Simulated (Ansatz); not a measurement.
# LiBr3: geometry relaxation

- system: LiBr3 (Pm-3m, 4 atoms in the cell)
- method: DFT PBE, scalar-relativistic, plane waves, PAW, no spin polarisation (Ansatz 0.2.0)

The structure was made by a generator, so it may or may not be a known phase. Figures and captions count atoms from 1; the log counts them from 0 in places.

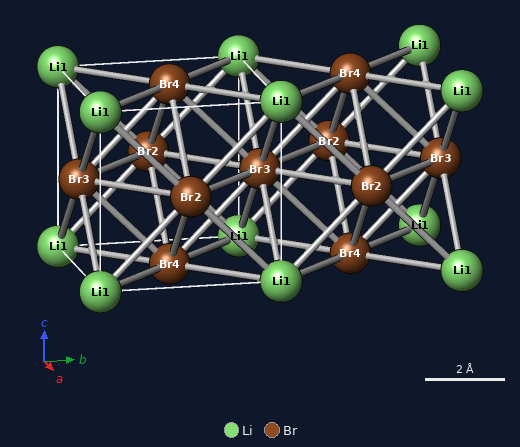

**Figure 1.** The structure as given in the input (ball-and-stick view of the cell of the calculation, repeated 1 × 2 × 1, seen slightly off an axis; atoms are numbered from 1 in the order of the input). Near neighbours in the crystal (not all of them lie inside the picture): Li has 12 Br at 3.36 Å; Br has 8 Br at 3.36 Å and 4 Li at 3.36 Å.

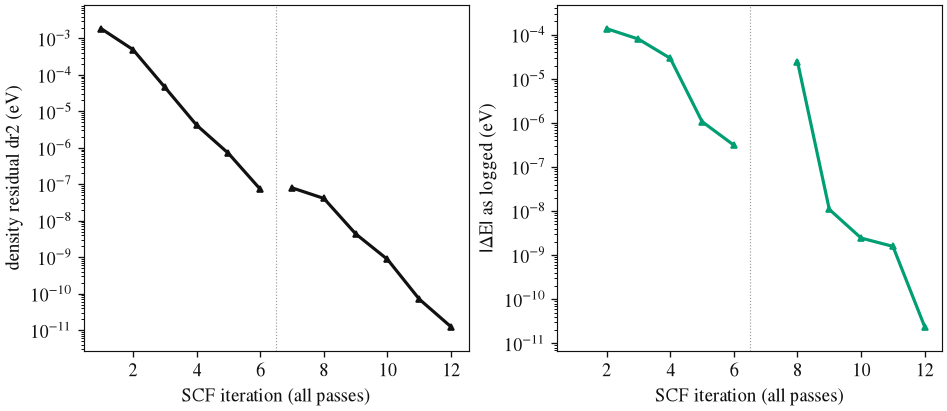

**Figure 2.** Convergence of the self-consistent field: density residual dr2 and size of the energy change against the SCF iteration. The dotted lines part the SCF passes of the relaxation: geometry steps, rejected trials and re-solves on a re-selected basis. The passes take 6 and 6 iterations.

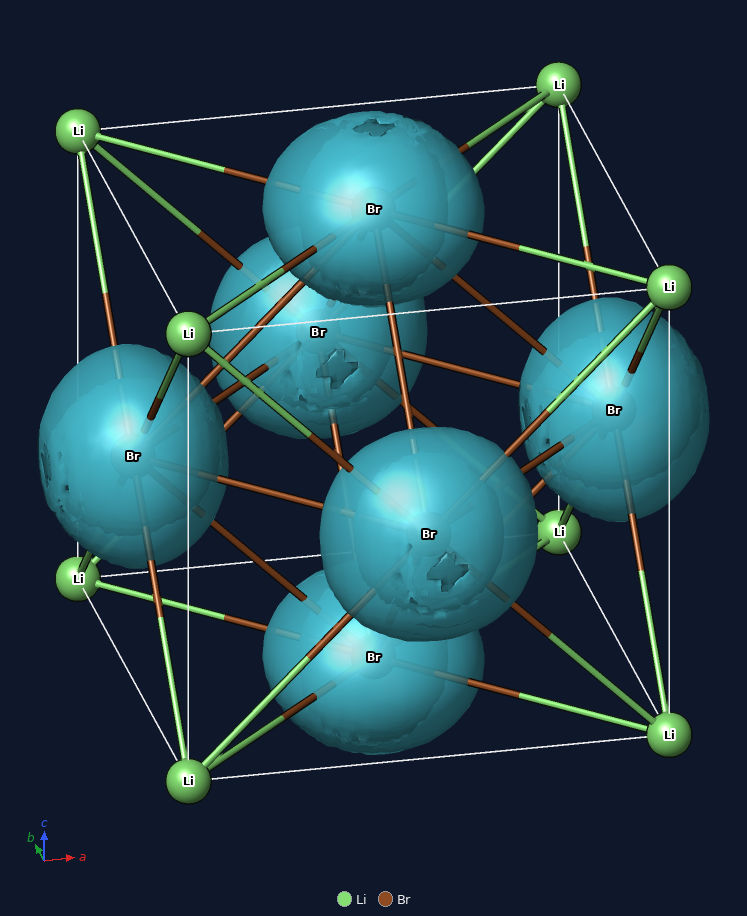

**Figure 3.** Isosurface of the electron localisation function at 0.85 (cyan), seen at an oblique angle. Core shells and regions of very low density are left out. Sticks mark near contacts. The outline is the cell set on symmetry axes. Values along the shortest contacts: Core electrons are frozen (PAW), so the fields are smoothed inside the atomic spheres.

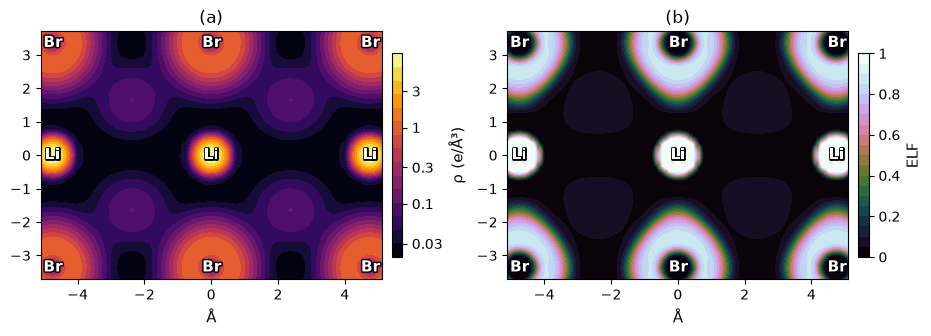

**Figure 4.** (a) valence electron density; (b) electron localisation function on the (110) plane of the conventional cell. The plane passes through Li and Br nuclei. Away from the nuclei the density in this plane falls to 0.01 e/Å³ at its lowest. The strong features right at Li lie inside the PAW spheres (semicore, d or f shells) and say nothing about bonding.

The input that produced these results follows, with the program's output.

Input:
```yaml
crystal:
  lattice:
    - [4.7523105535, 0.0, 0.0]
    - [0.0, 4.7523105535, 0.0]
    - [0.0, 0.0, 4.7523105535]
  atoms:
    - { symbol: Li, position: [0.0, 0.0, 0.0] }
    - { symbol: Br, position: [0.0, 0.5, 0.5] }
    - { symbol: Br, position: [0.5, 0.0, 0.5] }
    - { symbol: Br, position: [0.5, 0.5, 0.0] }
basis:
  ecutwfc: 420
kpoints:
  mp_grid: { grid: [10, 10, 10] }
hamiltonian:
  xc: pbe
scf:
  occupations: { method: gaussian, width: 0.1 }
output:
  forces: true
  stress: true
  eigenvalues: true
  write_density: true
  write_potential: true
  elf: true
  volumetric_format: npy
relax:
  adjacent_minimum: "off"
  f_tol: 0.01
  max_steps: 80
  cell: { stress_tol: 0.05 }
```

Command:
```bash
ansatz run input.yaml --threads 1 --pin off --max-ram 2048MiB --backend cpu --events-out ev --progress --plain --runs-dir out
```

The program's output:
```
Engine: ansatz 0.2.0, aarch64-unknown-linux-gnu
Pseudopotentials: kind: paw
Pseudopotential: Li, paw, valence charge 3, recommended cutoff 420 eV (normal), Li.paw.azcp
Pseudopotential: Br, paw, valence charge 7, recommended cutoff 420 eV (normal), Br.paw.azcp
Functional definition: PBE
  parameter kappa = 0.804
  parameter beta = 0.06672455060314922
  exchange = pbe_x(kappa = kappa, mu = beta*pi^2/3)
  correlation = pbe_c(beta = beta)
Crystal: 4 atoms, lattice volume = 107.328 Å³
Basis set: ecut = 420 eV, 2103 PW (Γ), exchange–correlation on 64×64×64 points (8 copies of the dense FFT grid, shifted against one another)
Bands: 16, of which v1, the nominal top of the filled ones, is band 12 counted from 1 (11 counted from 0)
Symmetry: 48 space group operations
Space group: Pm-3m (ITA 221), of the structure as read, at distance tolerance 4.8e-5 Å
k-points: 56 of 1000
Non-local potential: Li, projectors of the file, l = 0: 3, l = 1: 2, l = 2: 1
Non-local potential: Br, projectors of the file, l = 0: 2, l = 1: 2, l = 2: 2
PAW form: soft (Blöchl's): semilocal exchange-correlation on the pseudo side does not see the compensation charge
PAW one-centre angular grid: Li, 110 points (default); XC on 64 Gauss nodes
PAW one-centre angular grid: Br, 110 points (default); XC on 64 Gauss nodes
Initial density: superposition of atomic densities (neutral atoms: chi_scale 0, normalization atom), corrected by the library's trained network
Initial wavefunctions: pseudopotential atomic-orbital guess
Functional: x = pbe(κ = 0.804, μ = 0.2195149727645171), c = pbe(β = 0.06672455060314922)
SCF iter   1: F=—  HF=-8555.101934 eV  |F-HF|=—  |Δ(HF+E_count)|=         —  Δρ=1.25e-3  dr2=1.86e-3  ethr=1.77e-3  ⟨swp⟩=7.6  Hψ=5068  notcnv=0
preconditioner: auto → Kerker (q_TF=auto, 2.126 Å⁻¹)  [metal: Δε(μ)=0.015 eV  Ē_g=9.672 eV  σ=0.100 eV  W_gap=0.08  n_scr=18 (ndim 8)  ℏωp=16.8 eV  f_vac=0.000  D(μ)=8.05/eV (n_scr^D=80)]
SCF iter   2: F=—  HF=-8555.102071 eV  |F-HF|=—  |Δ(HF+E_count)|=   1.37e-4  Δρ=5.25e-4  dr2=4.96e-4  ethr=7.76e-6  ⟨swp⟩=3.2  Hψ=2289  notcnv=0
SCF iter   3: F=—  HF=-8555.101992 eV  |F-HF|=—  |Δ(HF+E_count)|=   7.95e-5  Δρ=1.48e-4  dr2=4.62e-5  ethr=2.07e-6  ⟨swp⟩=2.2  Hψ=1514  notcnv=0
SCF iter   4: F=—  HF=-8555.102021 eV  |F-HF|=—  |Δ(HF+E_count)|=   2.92e-5  Δρ=4.07e-5  dr2=4.20e-6  ethr=1.92e-7  ⟨swp⟩=2.2  Hψ=1342  notcnv=0
SCF iter   5: F=—  HF=-8555.102022 eV  |F-HF|=—  |Δ(HF+E_count)|=   1.07e-6  Δρ=1.67e-5  dr2=7.08e-7  ethr=1.75e-8  ⟨swp⟩=2.3  Hψ=1502  notcnv=0
SCF iter   6: F=-8555.102022 eV  HF=-8555.102022 eV  |F-HF|=1.36e-8  |Δ(HF+E_count)|=   3.12e-7  Δρ=5.77e-6  dr2=7.35e-8  ethr=4.17e-10  ⟨swp⟩=7.6  Hψ=6733  notcnv=0
the search or the solves at the SCF's close seem to have found levels that the self-consistency loop had missed (the run counts 1). By its estimate they hold under 1e-12 electrons; where the run keeps them, the occupations were computed again with them
SCF 1 converged in 6 iterations: F = -8555.102022 eV  dr2 = 7.35e-8
  greatest PAW one-centre occupation: 1.000 electrons in one spin orbital (limit 2), on the Li atom at site 0 (counted from 0), in its partial waves of l = 0
relax step   1: F+E_penalty+E_count = -8555.10202245 eV  Δ(F+E_penalty+E_count) = +0.000e0 eV  max|allowed force component| = 7.539e-30 eV/Å  Δτ_max = 0.0000 Å  P = -0.019 GPa  Ω = 107.328 Å³  (6 SCF iters, dr2 threshold 1.00e-7 eV, accepted)
Initial density: handed on by an earlier stage of this run
Initial wavefunctions: pseudopotential atomic-orbital guess (no wavefunctions were taken with the density)
iter 1 solved again at ethr=1.13e-6 eV; its pass at ethr=3.10e-3 eV (dr2=2.70e-4 eV) is discarded
SCF iter   1: F=—  HF=-8555.101998 eV  |F-HF|=—  |Δ(HF+E_count)|=         —  Δρ=5.96e-6  dr2=8.00e-8  ethr=1.13e-6  ⟨swp⟩=3.6  Hψ=7607  notcnv=0
eigensolver tolerance schedule: the retry pair's looser diagonalisation over-reported the residual by 3377.80 of it (diagonalisation noise at an unbounded share of the residual, at the tolerance the schedule requests for it); recorded, not acted on — ethr = c·dr2/N_el stays at c = 1.0e-1
preconditioner: auto → Kerker (q_TF=auto, 2.126 Å⁻¹)  [metal: Δε(μ)=0.010 eV  Ē_g=9.660 eV  σ=0.100 eV  W_gap=0.06  n_scr=18 (ndim 8)  ℏωp=16.8 eV  f_vac=0.000  D(μ)=8.02/eV (n_scr^D=80)]
SCF iter   2: F=—  HF=-8555.102022 eV  |F-HF|=—  |Δ(HF+E_count)|=   2.45e-5  Δρ=4.21e-6  dr2=4.11e-8  ethr=3.33e-10  ⟨swp⟩=3.0  Hψ=1971  notcnv=0
SCF iter   3: F=—  HF=-8555.102022 eV  |F-HF|=—  |Δ(HF+E_count)|=   1.09e-8  Δρ=1.80e-6  dr2=4.38e-9  ethr=1.71e-10  ⟨swp⟩=2.2  Hψ=1290  notcnv=0
SCF iter   4: F=—  HF=-8555.102022 eV  |F-HF|=—  |Δ(HF+E_count)|=   2.44e-9  Δρ=1.09e-6  dr2=8.73e-10  ethr=1.83e-11  ⟨swp⟩=2.3  Hψ=1300  notcnv=0
SCF iter   5: F=—  HF=-8555.102022 eV  |F-HF|=—  |Δ(HF+E_count)|=   1.58e-9  Δρ=1.84e-7  dr2=7.07e-11  ethr=3.64e-12  ⟨swp⟩=2.0  Hψ=1486  notcnv=0
SCF iter   6: F=-8555.102022 eV  HF=-8555.102022 eV  |F-HF|=1.82e-12  |Δ(HF+E_count)|=  2.36e-11  Δρ=6.44e-8  dr2=1.23e-11  ethr=1.00e-12  ⟨swp⟩=6.5  Hψ=4656  notcnv=0
SCF 2 converged in 6 iterations: F = -8555.102022 eV  dr2 = 1.23e-11
relax step   2: F+E_penalty+E_count = -8555.10202247 eV  Δ(F+E_penalty+E_count) = -1.227e-8 eV  max|allowed force component| = 9.532e-30 eV/Å  Δτ_max = 0.0000 Å  P = -0.018 GPa  Ω = 107.328 Å³  stress off target by 1.85e-2 GPa  SCF on the basis re-selected at this cell (its energy is not comparable with the rows above)  (6 SCF iters)
basis re-selected at this cell: Δ(F+E_penalty+E_count) = -1.227e-8 eV, ΔP = +0.000 GPa vs the last step (what re-selecting the basis moved, of the pressure what is left beyond the Pulay correction that the steps carried, after the strain that the cell walked since its last selection, with what the two solves' SCF thresholds leave and, on support functions, any second-order correction that the steps lacked; it is no measure of the basis error at this ecutwfc). This SCF's stress stands 1.85e-2 GPa from its target on what of the cell is left free (relax.cell.stress_tol is 5.00e-2 GPa) and its largest allowed force component is 9.53e-30 eV/Å (relax.f_tol is 1.00e-2 eV/Å): within both
SCF converged after 6 iterations
Free energy (F): -8555.102022 eV
Harris-Foulkes:  -8555.102022 eV  (|F-HF|=1.82e-12)
Internal energy: -8555.061911 eV  (E = F + TS)
E sigma→0 (E₀):  -8555.081967 eV
Entropy (-TS):   -0.040111 eV (-10.028 meV/atom)
Fermi energy:    2.702904 eV
--- Per-component energies (eV) ---
  E_band       = -141.842634
  E_kinetic    = 416.451781
  E_local      = -724.163124  (includes V_loc(G=0)·N_el)
  E_nonlocal   = 177.126575
  E_hartree    = 177.826580
  E_xc         = -799.485927
  E_vxc        = -318.580913  (∫ρ·V_xc dr)
  E_paw        = -6761.582024  (= ΣΔE_a)
  E_vpaw       = -48.330088  (= ΣTr[D̂ρ^β])
  E_aug_tail   = 0.000013  (compensation charges beyond the density's cutoff)
  E_ewald      = -1041.235786
  E_smearing   = -0.040111  (= −TS)
  E_closure    = -0.000000  (closes the sum)
  Σ components = -8555.102022   (vs F -8555.102022, Δ=0.00e0)
--- Forces (eV/Å), atoms counted from 1 ---
  atom   1  Li    -0.00000000    -0.00000000     0.00000000
  atom   2  Br     0.00000000    -0.00000000    -0.00000000
  atom   3  Br    -0.00000000    -0.00000000     0.00000000
  atom   4  Br     0.00000000     0.00000000     0.00000000
  max |Σ_I F_I| component: 1.18e-29 eV/Å
--- Stress (GPa, compression-positive) ---
       -0.018478       0.000000       0.000000
       -0.000000      -0.018478      -0.000000
        0.000000       0.000000      -0.018478
  P = ⅓ Tr σ = -0.0185 GPa (-0.185 kbar)
--- Band table (eV; the first three rows and the last of 56) ---
  k-point 0: bands = ["-44.0834", "-12.0422", "-10.6124", "-10.6124", "-0.7278", "-0.7278", "-0.7278", "1.6412", "1.6412", "1.6412", "2.8261", "2.8261", "2.8261", "5.8733", "9.6800", "9.7594"]
  k-point 1: bands = ["-44.0834", "-12.0154", "-10.6491", "-10.6103", "-0.6865", "-0.6865", "-0.6795", "1.5931", "1.6033", "1.6033", "2.6575", "2.7774", "2.7774", "6.0161", "9.6599", "9.8768"]
  k-point 2: bands = ["-44.0834", "-11.9376", "-10.7525", "-10.6049", "-0.5668", "-0.5668", "-0.5363", "1.4723", "1.4785", "1.4785", "2.2402", "2.6701", "2.6701", "6.3821", "9.4172", "10.3783"]
  k-point 55: bands = ["-44.0834", "-11.0708", "-11.0708", "-11.0708", "-1.7315", "-0.9007", "-0.9007", "-0.9007", "2.9389", "2.9389", "2.9389", "2.9457", "2.9457", "6.1700", "11.2201", "11.2201"]
--- Relaxed structure (1 steps of the walk, 1 accepted, 1 SCFs on fresh bases) ---
  F+E_penalty+E_count = -8555.10202247 eV   max|allowed force component| = 9.532e-30 eV/Å   (the final SCF, on the basis selected at the relaxed cell)
  cell:  # Å, volume = 107.3283 Å³
    - [4.7523105535, 0.0, 0.0]
    - [0.0, 4.7523105535, 0.0]
    - [0.0, 0.0, 4.7523105535]
  atoms:
    - { symbol: Li, position: [0.0, 0.0, 0.0] }
    - { symbol: Br, position: [0.0, 0.5, 0.5] }
    - { symbol: Br, position: [0.5, 0.0, 0.5] }
    - { symbol: Br, position: [0.5, 0.5, 0.0] }
```

Trajectory as extended XYZ (Å, eV, eV/Å), 2 frames, from step=1 to step=2:
```
4
Lattice="4.7523 0.0000 0.0000 0.0000 4.7523 0.0000 0.0000 0.0000 4.7523" Properties=species:S:1:pos:R:3:forces:R:3 step=1 energy=-8555.10202 pressure_GPa=-0.02
Li    0.0000    0.0000    0.0000    0.0000   0.0000   0.0000
Br    0.0000    2.3762    2.3762    0.0000   0.0000   0.0000
Br    2.3762    0.0000    2.3762    0.0000   0.0000   0.0000
Br    2.3762    2.3762    0.0000    0.0000   0.0000   0.0000
4
Lattice="4.7523 0.0000 0.0000 0.0000 4.7523 0.0000 0.0000 0.0000 4.7523" Properties=species:S:1:pos:R:3:forces:R:3 step=2 energy=-8555.10202 pressure_GPa=-0.02
Li    0.0000    0.0000    0.0000    0.0000   0.0000   0.0000
Br    0.0000    2.3762    2.3762    0.0000   0.0000   0.0000
Br    2.3762    0.0000    2.3762    0.0000   0.0000   0.0000
Br    2.3762    2.3762    0.0000    0.0000   0.0000   0.0000
```

Summary:

| quantity | value |
| --- | --- |
| outcome | converged |
| space group (tolerance 0.01 Å) | Pm-3m (221) |
| electrons treated | 24 |
| free energy | −8555.1020 eV |
| Fermi energy | 2.703 eV |
| gap on the k-point mesh | none (metallic) |
| pressure | −0.02 GPa |
| final volume | 107.33 Å³ |
| largest force (length of the vector) at the end | under 0.001 eV/Å |
| final cell | a = 4.752 Å, b = 4.752 Å, c = 4.752 Å, α = 90.00°, β = 90.00°, γ = 90.00° |
| hardware | 1 thread of Arm Neoverse V1, 24 GiB of memory available, shared host |
| wall time | 13 s |
| peak memory | 0.38 GiB |
